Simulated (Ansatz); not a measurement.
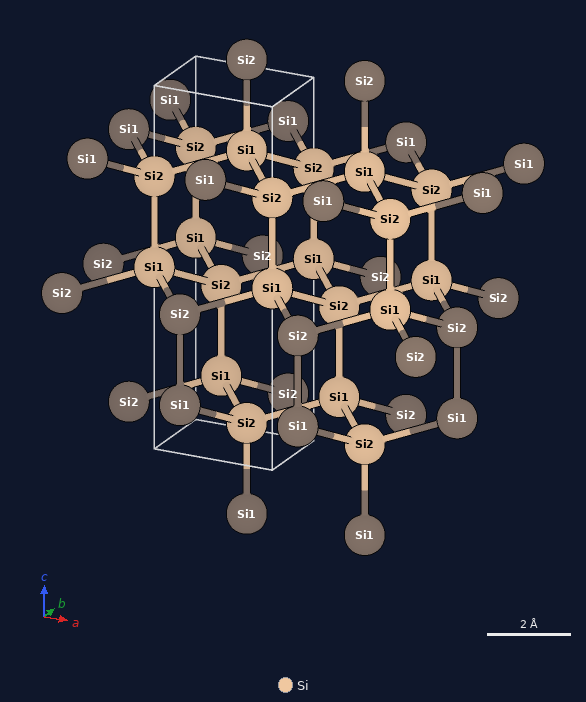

*The structure as given in the input (ball-and-stick view of the cell 3 times as large as that of the calculation, set on its symmetry axes, repeated 2 × 1 × 1, seen slightly off an axis; neighbours outside the cell are drawn fainter; atoms are numbered from 1 in the order of the input). An atom can appear more than once, as a periodic image.*

Geometry relaxation of Si

System: Si (R-3m, 2 atoms in the cell).
Method: DFT r2SCAN, scalar-relativistic, plane waves, PAW, no spin polarisation (Ansatz 0.2.0).

The structure derives from an entry of the Crystallography Open Database. It belongs to a series of runs on one base structure; here: film's bulk on the substrate's plane, third vector and atoms relaxed. Figures and captions count atoms from 1; the log counts them from 0 in places.

Input:
```yaml
crystal:
  lattice:
    - [4.0128347833, 0.0, 0.0]
    - [-2.0064173916, 3.4752168635, 0.0]
    - [2.0064173916, 1.1584056212, 2.9904508678]
  atoms:
    - { symbol: Si, position: [0.0, 0.5, 0.5] }
    - { symbol: Si, position: [0.5, 0.25, 0.25] }
basis:
  ecutwfc: 500
kpoints:
  mp_grid: { grid: [9, 9, 12] }
hamiltonian:
  xc: r2scan
scf:
  occupations: { method: gaussian, width: 0.02 }
output:
  forces: true
  stress: true
  eigenvalues: true
relax:
  adjacent_minimum: "off"
  f_tol: 0.01
  max_steps: 50
  cell: { fix: [a, b, gamma], stress_tol: 0.1 }
```

Launched with:
```bash
ansatz run input.yaml --threads 2 --pin off --max-ram 5120MiB --backend cpu --events-out ev --progress --plain --runs-dir out
```

What the program printed:
```
Warning: crystal.symmetry: narrowed to the stabiliser of the k-point mesh — unitary ops 12 → 4; excluded 8 operations that carry a point of the 9×9×12 mesh (shift [0, 0, 0]) off the mesh (the run samples exactly the mesh kpoints.mp_grid names, as under crystal.symmetry.detect: false, and its converged state has the mesh's symmetry, not the crystal's; ε∞, the Born charges and the force constants of a linear response (`dielectric:` by the response, `phonons.method: dfpt`) are averaged over those of the crystal's operations that the state keeps within a tolerance, where `mesh_tensors`, `unaveraged_element` or `gamma_mean_max_change_ev_ang2` stands beside them; a row that `dielectric.field_direction` solves alone is averaged likewise, with nothing beside; a Γ-centred mesh of equal divisions is mapped onto itself by every operation and keeps the whole group, as does a half-shifted one under kpoints.further_shifts: images)
Engine: ansatz 0.2.0, x86_64-unknown-linux-gnu
Pseudopotentials: kind: paw
Pseudopotential: Si, paw, valence charge 4, recommended cutoff 500 eV (meta_gga), Si.paw.azcp
Functional definition: r2SCAN
  parameter k0 = 0.174
  parameter k1 = 0.065
  parameter a1 = 4.9479
  exchange = r2scan_x(k0 = k0, k1 = k1, a1 = a1)
  correlation = r2scan_c
Crystal: 2 atoms, lattice volume = 41.703 Å³
Basis set: ecut = 500 eV, 1049 PW (Γ), exchange–correlation on 120×120×120 points (64 copies of the dense FFT grid, shifted against one another)
Bands: 8, of which v1, the nominal top of the filled ones, is band 4 counted from 1 (3 counted from 0)
Symmetry: 4 space group operations
k-points: 275 of 972
Non-local potential: Si, projectors of the file, l = 0: 2, l = 1: 2, l = 2: 2
PAW form: soft (Blöchl's): semilocal exchange-correlation on the pseudo side does not see the compensation charge
PAW frozen core: Si, regenerated for the run's functional (the file was generated under x = pbe(κ = 0.804, μ = 0.2195149727645171), c = pbe(β = 0.06672455060314922))
PAW one-centre angular grid: Si, 302 points (default); XC on 160 Gauss nodes
Initial density: superposition of atomic densities (neutral atoms: chi_scale 0, normalization atom), corrected by the library's trained network
Initial wavefunctions: pseudopotential atomic-orbital guess
Functional: x = r2scan, c = r2scan; τ floored in thin density (d = 2e-4 eV/Å³)
SCF iter   1: F=—  HF=-1277.954763 eV  |F-HF|=—  |Δ(HF+E_count)|=         —  Δρ=3.29e-3  dr2=3.63e-3  dr2_τ=1.15e-2  ethr=1.77e-3  ⟨swp⟩=6.2  Hψ=20596  notcnv=0
preconditioner: auto → none  [insulator: Δε(μ)=0.604 eV  Ē_g=9.860 eV  σ=0.020 eV  W_gap=1.00  n_scr=6 (ndim 8)  ℏωp=16.3 eV  f_vac=0.000  D(μ)=0.00/eV (n_scr^D=0)  ε∞_Penn≈3.7]
SCF iter   2: F=—  HF=-1277.967640 eV  |F-HF|=—  |Δ(HF+E_count)|=   1.29e-2  Δρ=1.88e-3  dr2=1.05e-3  dr2_τ=5.12e-6  ethr=4.54e-5  ⟨swp⟩=2.0  Hψ=6605  notcnv=0
SCF iter   3: F=—  HF=-1277.967563 eV  |F-HF|=—  |Δ(HF+E_count)|=   7.70e-5  Δρ=2.20e-4  dr2=1.57e-5  dr2_τ=5.42e-7  ethr=1.31e-5  ⟨swp⟩=3.0  Hψ=3673  notcnv=0
SCF iter   4: F=—  HF=-1277.967570 eV  |F-HF|=—  |Δ(HF+E_count)|=   6.63e-6  Δρ=3.99e-5  dr2=2.40e-7  dr2_τ=6.06e-9  ethr=1.96e-7  ⟨swp⟩=2.4  Hψ=3299  notcnv=0
iter 5 did not close the SCF: its close was put off for the readings that it lacked (scf_convergence_deferred on its scf_iter line)
SCF iter   5: F=-1277.967570 eV  HF=-1277.967570 eV  |F-HF|=3.84e-8  |Δ(HF+E_count)|=   5.25e-7  Δρ=1.22e-5  dr2=2.91e-8  dr2_τ=4.78e-10  ethr=3.01e-9  ⟨swp⟩=2.0  Hψ=3277  notcnv=0
SCF iter   6: F=-1277.967570 eV  HF=-1277.967570 eV  |F-HF|=9.54e-10  |Δ(HF+E_count)|=   4.26e-8  Δρ=2.20e-6  dr2=1.08e-9  dr2_τ=1.44e-11  ethr=3.64e-10  ⟨swp⟩=2.5  Hψ=7723  notcnv=0
SCF 1 converged in 6 iterations: F = -1277.967570 eV  dr2 = 1.08e-9
  greatest PAW one-centre occupation: 0.643 electrons in one spin orbital (limit 2), on the Si atom at site 1 (counted from 0), in its partial waves of l = 0
relax step   1: F+E_penalty+E_count = -1277.96757041 eV  Δ(F+E_penalty+E_count) = +0.000e0 eV  max|allowed force component| = 1.181e0 eV/Å  Δτ_max = 0.0000 Å  P = -1.915 GPa  Ω = 41.703 Å³  fix = [a, b, gamma]  reactions: a -10.257, b -6.839 GPa; gamma +1.974 GPa/rad  (6 SCF iters, dr2 threshold 1.00e-7 eV, accepted)
Crystal: 2 atoms, lattice volume = 42.755 Å³
Basis set: ecut = 500 eV, 1067 PW (Γ), exchange–correlation on 120×120×120 points (64 copies of the dense FFT grid, shifted against one another)
Initial density: handed on by an earlier stage of this run
Initial wavefunctions: those handed on with the density
iter 1 solved again at ethr=6.07e-5 eV; its pass at ethr=3.10e-3 eV (dr2=4.85e-3 eV) is discarded
SCF iter   1: F=—  HF=-1278.027511 eV  |F-HF|=—  |Δ(HF+E_count)|=         —  Δρ=2.95e-3  dr2=4.83e-3  dr2_τ=5.20e-4  ethr=6.07e-5  ⟨swp⟩=1.7  Hψ=22807  notcnv=0
preconditioner: auto → none  [insulator: Δε(μ)=0.555 eV  Ē_g=9.712 eV  σ=0.020 eV  W_gap=1.00  n_scr=8 (ndim 8)  ℏωp=16.1 eV  f_vac=0.000  D(μ)=0.00/eV (n_scr^D=0)  ε∞_Penn≈3.7]
SCF iter   2: F=—  HF=-1278.028679 eV  |F-HF|=—  |Δ(HF+E_count)|=   1.17e-3  Δρ=1.16e-3  dr2=5.58e-4  dr2_τ=1.40e-6  ethr=6.03e-5  ⟨swp⟩=3.1  Hψ=4365  notcnv=0
SCF iter   3: F=—  HF=-1278.028604 eV  |F-HF|=—  |Δ(HF+E_count)|=   7.49e-5  Δρ=1.72e-4  dr2=8.24e-6  dr2_τ=1.35e-7  ethr=6.97e-6  ⟨swp⟩=2.3  Hψ=3358  notcnv=0
SCF iter   4: F=—  HF=-1278.028609 eV  |F-HF|=—  |Δ(HF+E_count)|=   4.96e-6  Δρ=3.69e-5  dr2=3.59e-7  dr2_τ=3.63e-9  ethr=1.03e-7  ⟨swp⟩=2.3  Hψ=3337  notcnv=0
SCF iter   5: F=-1278.028609 eV  HF=-1278.028609 eV  |F-HF|=4.08e-9  |Δ(HF+E_count)|=   3.49e-7  Δρ=3.59e-6  dr2=3.45e-9  dr2_τ=4.07e-11  ethr=2.50e-9  ⟨swp⟩=6.0  Hψ=12644  notcnv=0
SCF 2 converged in 5 iterations: F = -1278.028609 eV  dr2 = 3.45e-9
  greatest PAW one-centre occupation: 0.641 electrons in one spin orbital (limit 2), on the Si atom at site 1 (counted from 0), in its partial waves of l = 0
relax step   2: F+E_penalty+E_count = -1278.02860908 eV  Δ(F+E_penalty+E_count) = -6.104e-2 eV  max|allowed force component| = 4.202e-1 eV/Å  Δτ_max = 0.0092 Å  P = -4.638 GPa  Ω = 42.755 Å³  energy of the carried Pulay correction = -4.866e-5 eV  fix = [a, b, gamma]  reactions: a -10.267, b -6.844 GPa; gamma +1.976 GPa/rad  (5 SCF iters, dr2 threshold 2.00e-7 eV, accepted)
Crystal: 2 atoms, lattice volume = 43.182 Å³
Basis set: ecut = 500 eV, 1073 PW (Γ), exchange–correlation on 120×120×120 points (64 copies of the dense FFT grid, shifted against one another)
iter 1 solved again at ethr=8.87e-6 eV; its pass at ethr=3.10e-3 eV (dr2=7.09e-4 eV) is discarded
SCF iter   1: F=—  HF=-1278.036272 eV  |F-HF|=—  |Δ(HF+E_count)|=         —  Δρ=1.42e-3  dr2=8.72e-4  dr2_τ=1.39e-4  ethr=8.87e-6  ⟨swp⟩=2.5  Hψ=22533  notcnv=0
preconditioner: auto → none  [insulator: Δε(μ)=0.481 eV  Ē_g=9.668 eV  σ=0.020 eV  W_gap=1.00  n_scr=8 (ndim 8)  ℏωp=16.0 eV  f_vac=0.000  D(μ)=0.00/eV (n_scr^D=0)  ε∞_Penn≈3.7]
SCF iter   2: F=—  HF=-1278.036724 eV  |F-HF|=—  |Δ(HF+E_count)|=   4.52e-4  Δρ=6.48e-4  dr2=1.41e-4  dr2_τ=4.42e-7  ethr=8.87e-6  ⟨swp⟩=2.5  Hψ=4223  notcnv=0
SCF iter   3: F=—  HF=-1278.036730 eV  |F-HF|=—  |Δ(HF+E_count)|=   6.03e-6  Δρ=8.37e-5  dr2=1.99e-6  dr2_τ=4.38e-8  ethr=1.76e-6  ⟨swp⟩=2.0  Hψ=3242  notcnv=0
SCF iter   4: F=-1278.036731 eV  HF=-1278.036731 eV  |F-HF|=4.88e-8  |Δ(HF+E_count)|=   9.36e-7  Δρ=1.42e-5  dr2=5.16e-8  dr2_τ=4.65e-10  ethr=2.50e-9  ⟨swp⟩=7.0  Hψ=13536  notcnv=0
SCF 3 converged in 4 iterations: F = -1278.036731 eV  dr2 = 5.16e-8
  greatest PAW one-centre occupation: 0.639 electrons in one spin orbital (limit 2), on the Si atom at site 1 (counted from 0), in its partial waves of l = 0
relax step   3: F+E_penalty+E_count = -1278.03673142 eV  Δ(F+E_penalty+E_count) = -8.122e-3 eV  max|allowed force component| = 2.845e-2 eV/Å  Δτ_max = 0.0110 Å  P = -5.648 GPa  Ω = 43.182 Å³  energy of the carried Pulay correction = -6.789e-5 eV  fix = [a, b, gamma]  reactions: a -10.032, b -6.688 GPa; gamma +1.931 GPa/rad  (4 SCF iters, dr2 threshold 2.00e-7 eV, accepted)
Crystal: 2 atoms, lattice volume = 43.148 Å³
iter 1 solved again at ethr=4.05e-8 eV; its pass at ethr=3.10e-3 eV (dr2=3.24e-6 eV) is discarded
SCF iter   1: F=—  HF=-1278.036774 eV  |F-HF|=—  |Δ(HF+E_count)|=         —  Δρ=9.32e-5  dr2=4.27e-6  dr2_τ=7.15e-7  ethr=4.05e-8  ⟨swp⟩=2.5  Hψ=20936  notcnv=0
preconditioner: auto → none  [insulator: Δε(μ)=0.513 eV  Ē_g=9.677 eV  σ=0.020 eV  W_gap=1.00  n_scr=8 (ndim 8)  ℏωp=16.0 eV  f_vac=0.000  D(μ)=0.00/eV (n_scr^D=0)  ε∞_Penn≈3.7]
SCF iter   2: F=—  HF=-1278.036776 eV  |F-HF|=—  |Δ(HF+E_count)|=   1.99e-6  Δρ=4.03e-5  dr2=6.13e-7  dr2_τ=1.57e-9  ethr=4.05e-8  ⟨swp⟩=2.6  Hψ=3297  notcnv=0
SCF iter   3: F=-1278.036776 eV  HF=-1278.036776 eV  |F-HF|=2.08e-9  |Δ(HF+E_count)|=   5.62e-8  Δρ=5.34e-6  dr2=8.60e-9  dr2_τ=1.66e-10  ethr=1.56e-9  ⟨swp⟩=6.0  Hψ=12217  notcnv=0
SCF 4 converged in 3 iterations: F = -1278.036776 eV  dr2 = 8.60e-9
  greatest PAW one-centre occupation: 0.640 electrons in one spin orbital (limit 2), on the Si atom at site 1 (counted from 0), in its partial waves of l = 0
relax step   4: F+E_penalty+E_count = -1278.03677583 eV  Δ(F+E_penalty+E_count) = -4.441e-5 eV  max|allowed force component| = 1.029e-3 eV/Å  Δτ_max = 0.0007 Å  P = -5.575 GPa  Ω = 43.148 Å³  energy of the carried Pulay correction = -6.634e-5 eV  fix = [a, b, gamma]  reactions: a -10.046, b -6.698 GPa; gamma +1.933 GPa/rad  (3 SCF iters, dr2 threshold 1.24e-7 eV, accepted)
Initial wavefunctions: pseudopotential atomic-orbital guess (no wavefunctions were taken with the density)
iter 1 solved again at ethr=9.73e-8 eV; its pass at ethr=3.10e-3 eV (dr2=7.78e-6 eV) is discarded
SCF iter   1: F=—  HF=-1278.036829 eV  |F-HF|=—  |Δ(HF+E_count)|=         —  Δρ=1.58e-5  dr2=1.64e-8  dr2_τ=1.32e-8  ethr=9.73e-8  ⟨swp⟩=3.1  Hψ=27481  notcnv=0
preconditioner: auto → none  [insulator: Δε(μ)=0.511 eV  Ē_g=9.676 eV  σ=0.020 eV  W_gap=1.00  n_scr=8 (ndim 8)  ℏωp=16.0 eV  f_vac=0.000  D(μ)=0.00/eV (n_scr^D=0)  ε∞_Penn≈3.7]
SCF iter   2: F=—  HF=-1278.036829 eV  |F-HF|=—  |Δ(HF+E_count)|=   4.90e-9  Δρ=8.09e-6  dr2=4.24e-9  dr2_τ=7.11e-10  ethr=2.05e-10  ⟨swp⟩=2.0  Hψ=3300  notcnv=0
SCF iter   3: F=-1278.036829 eV  HF=-1278.036829 eV  |F-HF|=9.80e-11  |Δ(HF+E_count)|=   4.36e-8  Δρ=3.21e-7  dr2=2.54e-11  dr2_τ=1.58e-12  ethr=1.00e-12  ⟨swp⟩=4.0  Hψ=10535  notcnv=0
SCF 5 converged in 3 iterations: F = -1278.036829 eV  dr2 = 2.54e-11
relax step   5: F+E_penalty+E_count = -1278.03682869 eV  Δ(F+E_penalty+E_count) = -5.287e-5 eV  max|allowed force component| = 1.027e-3 eV/Å  Δτ_max = 0.0000 Å  P = -5.576 GPa  Ω = 43.148 Å³  fix = [a, b, gamma]  reactions: a -10.047, b -6.698 GPa; gamma +1.934 GPa/rad  stress off target by 1.67e-2 GPa on what of the cell is left free  SCF on the basis re-selected at this cell (its energy is not comparable with the rows above)  (3 SCF iters)
```

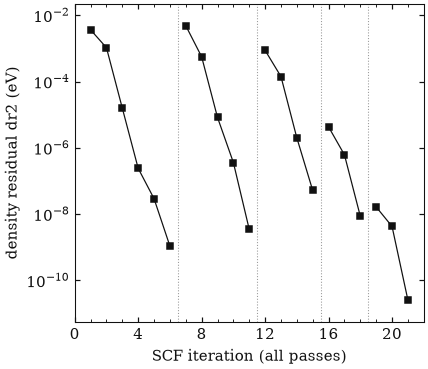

*Convergence of the self-consistent field: density residual dr2 against the SCF iteration. The dotted lines part the SCF passes of the relaxation: geometry steps, rejected trials and re-solves on a re-selected basis.*

The 5 passes take 3 to 6 iterations each, 21 in all.

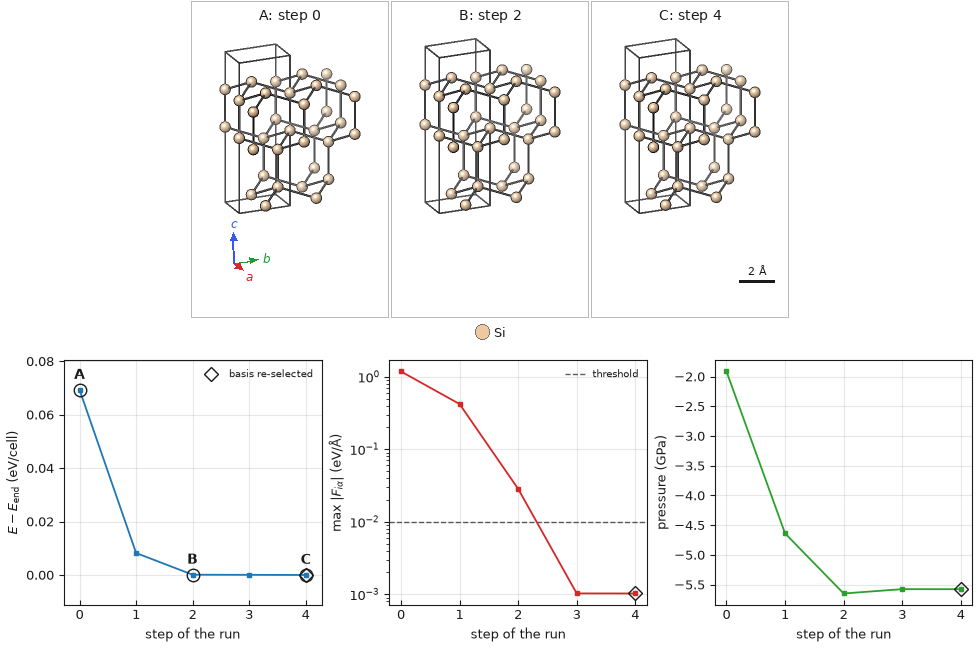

*Frames of the relaxation (ball-and-stick view of the cell 3 times as large as that of the calculation, set on its symmetry axes, repeated 2 × 2 × 1, seen slightly off an axis) above the curves, on which the letters mark them (the first geometry is step 0 here and step 1 in the log).*

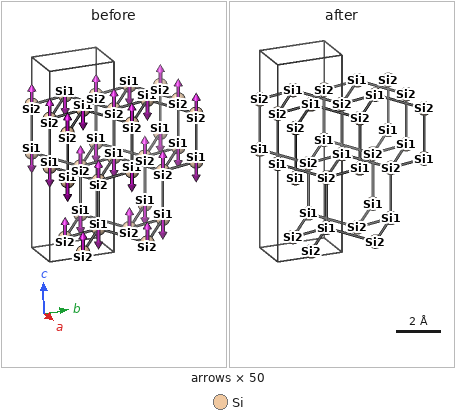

*Before (left) and after (right) the relaxation, at one scale (ball-and-stick view of the cell 3 times as large as that of the calculation, set on its symmetry axes, repeated 2 × 2 × 1, seen slightly off an axis). The pink arrows give the displacements (without the part carried along by the change of the cell), magnified 50 times.*

After 3 geometry steps the energy has fallen by 69.2 meV per cell of the calculation. The largest force component goes from 1.2 to 0.001 eV/Å. Pressure: −1.91 GPa at the start and −5.58 GPa at the end. The largest moves relative to the cell, 0.020 Å, are those of Si1 and Si2. The volume changes by +3.5 %, with a = b stay at 4.013 Å, c 8.971 → 9.282 Å (+3.5 %). Among the contacts that change: Si1–Si2 2.243 → 2.361 Å. The space group stays R-3m (No. 166). A last SCF at the same geometry on a re-selected plane-wave basis shifts the energy by −0.1 meV per cell of the calculation. (Atoms are counted from 1 in the order of the input.)

```
basis re-selected at this cell: Δ(F+E_penalty+E_count) = -5.287e-5 eV, ΔP = -0.001 GPa vs the last step (what re-selecting the basis moved, of the pressure what is left beyond the Pulay correction that the steps carried, after the strain that the cell walked since its last selection, with what the two solves' SCF thresholds leave and, on support functions, any second-order correction that the steps lacked; it is no measure of the basis error at this ecutwfc). This SCF's stress stands 1.67e-2 GPa from its target on what of the cell is left free (relax.cell.stress_tol is 1.00e-1 GPa) and its largest allowed force component is 1.03e-3 eV/Å (relax.f_tol is 1.00e-2 eV/Å): within both
SCF converged after 3 iterations
Free energy (F): -1278.036829 eV
Harris-Foulkes:  -1278.036829 eV  (|F-HF|=9.80e-11)
Internal energy: -1278.036829 eV  (E = F + TS)
E sigma→0 (E₀):  -1278.036829 eV
Fermi energy:    5.904085 eV
--- Per-component energies (eV) ---
  E_band       = 2.558461
  E_kinetic    = 78.607619
  E_local      = -57.784141  (includes V_loc(G=0)·N_el)
  E_nonlocal   = 49.151487
  E_hartree    = 15.791394
  E_xc         = -101.982935
  E_vxc        = -98.095619  (∫ρ·V_xc dr)
  E_paw        = -1038.758373  (= ΣΔE_a)
  E_vpaw       = -4.757379  (= ΣTr[D̂ρ^β])
  E_aug_tail   = 0.000009  (compensation charges beyond the density's cutoff)
  E_vtau       = 3.853709  (kinetic-family band-sum trace: ∫τ·v_τ [+ j·A + Jᵃ·Aᵃ] dr)
  E_ewald      = -222.909022
  E_core_change = -0.152866  (= ΣΔE_core)
  E_smearing   = -0.000000  (= −TS)
  E_closure    = 0.000000  (closes the sum)
  Σ components = -1278.036829   (vs F -1278.036829, Δ=0.00e0)
--- Forces (eV/Å), atoms counted from 1 ---
  atom   1  Si    -0.00000493    -0.00000285    -0.00102743
  atom   2  Si     0.00000493     0.00000285     0.00102743
  max |Σ_I F_I| component: 2.17e-19 eV/Å
--- Stress (GPa, compression-positive) ---
       -8.372794      -0.000050      -0.000064
       -0.000050      -8.372736      -0.000037
       -0.000065      -0.000037       0.016725
  P = ⅓ Tr σ = -5.5763 GPa (-55.763 kbar)
--- Band table (eV; the first three rows and the last of 275) ---
  k-point 0: bands = ["-6.6288", "5.2683", "5.2683", "5.6487", "7.8303", "7.8972", "7.8973", "9.1964"]
  k-point 1: bands = ["-6.5303", "4.8673", "5.0975", "5.0975", "7.7089", "8.1457", "8.1458", "9.8349"]
  k-point 2: bands = ["-6.2375", "3.3691", "4.7420", "4.7420", "7.3523", "8.6495", "8.6496", "11.1012"]
  k-point 274: bands = ["-4.3558", "-1.5115", "3.5003", "4.1515", "7.9090", "8.8962", "9.6029", "13.6428"]
--- Relaxed structure (4 steps of the walk, 4 accepted, 1 SCFs on fresh bases) ---
  F+E_penalty+E_count = -1278.03682869 eV   max|allowed force component| = 1.027e-3 eV/Å   (the final SCF, on the basis selected at the relaxed cell)
  cell:  # Å, volume = 43.1476 Å³
    - [4.012834783228168, -6.113157641690799e-11, 2.117798261094447e-5]
    - [-2.0064173916170263, 3.475216863528245, -4.173305182377769e-11]
    - [2.006433173833839, 1.1584147330418724, 3.0940337062457575]
  atoms:
    - { symbol: Si, position: [0.004339443257510067, 0.502169721628755, 0.49349116192337317] }
    - { symbol: Si, position: [0.49566055674248977, 0.2478302783712449, 0.25650883807662705] }
```

Trajectory as extended XYZ (Å, eV, eV/Å), 5 frames, from step=1 to step=5:
```
2
Lattice="4.0128 0.0000 0.0000 -2.0064 3.4752 0.0000 2.0064 1.1584 2.9905" Properties=species:S:1:pos:R:3:forces:R:3 step=1 energy=-1277.96757 pressure_GPa=-1.91
Si    0.0000    2.3168    1.4952    0.0000   0.0000  -1.1806
Si    2.0064    1.1584    0.7476    0.0000   0.0000   1.1806
2
Lattice="4.0128 0.0000 0.0000 -2.0064 3.4752 0.0000 2.0064 1.1584 3.0659" Properties=species:S:1:pos:R:3:forces:R:3 step=2 energy=-1278.02861 pressure_GPa=-4.64
Si    0.0000    2.3168    1.5235    0.0000   0.0000  -0.4202
Si    2.0064    1.1584    0.7759    0.0000   0.0000   0.4202
2
Lattice="4.0128 0.0000 0.0000 -2.0064 3.4752 0.0000 2.0064 1.1584 3.0965" Properties=species:S:1:pos:R:3:forces:R:3 step=3 energy=-1278.03673 pressure_GPa=-5.65
Si    0.0000    2.3168    1.5274    0.0000   0.0000   0.0285
Si    2.0064    1.1584    0.7951    0.0000   0.0000  -0.0285
2
Lattice="4.0128 0.0000 0.0000 -2.0064 3.4752 0.0000 2.0064 1.1584 3.0940" Properties=species:S:1:pos:R:3:forces:R:3 step=4 energy=-1278.03678 pressure_GPa=-5.57
Si    0.0000    2.3168    1.5269    0.0000   0.0000  -0.0010
Si    2.0064    1.1584    0.7937    0.0000   0.0000   0.0010
2
Lattice="4.0128 0.0000 0.0000 -2.0064 3.4752 0.0000 2.0064 1.1584 3.0940" Properties=species:S:1:pos:R:3:forces:R:3 step=5 energy=-1278.03683 pressure_GPa=-5.58
Si    0.0000    2.3168    1.5269    0.0000   0.0000  -0.0010
Si    2.0064    1.1584    0.7937    0.0000   0.0000   0.0010
```

Results in brief:

- outcome: converged
- space group (tolerance 0.01 Å): R-3m (166)
- electrons treated: 8
- free energy: −1278.0368 eV
- Fermi energy: 5.904 eV
- gap on the k-point mesh: 0.51 eV
- pressure: −5.58 GPa
- final volume: 43.15 Å³
- largest force (length of the vector) at the end: 0.001 eV/Å
- final cell: a = 4.013 Å, b = 4.013 Å, c = 3.865 Å, α = 90.00°, β = 58.73°, γ = 120.00°
- hardware: 2 threads of AMD EPYC (Zen 5), 32 GiB of memory available, shared host
- wall time: 12 s (CPU time 23 s)
- peak memory: 0.62 GiB

Notes:

Warnings of the run: the k-point mesh lowers the symmetry that the run can use.
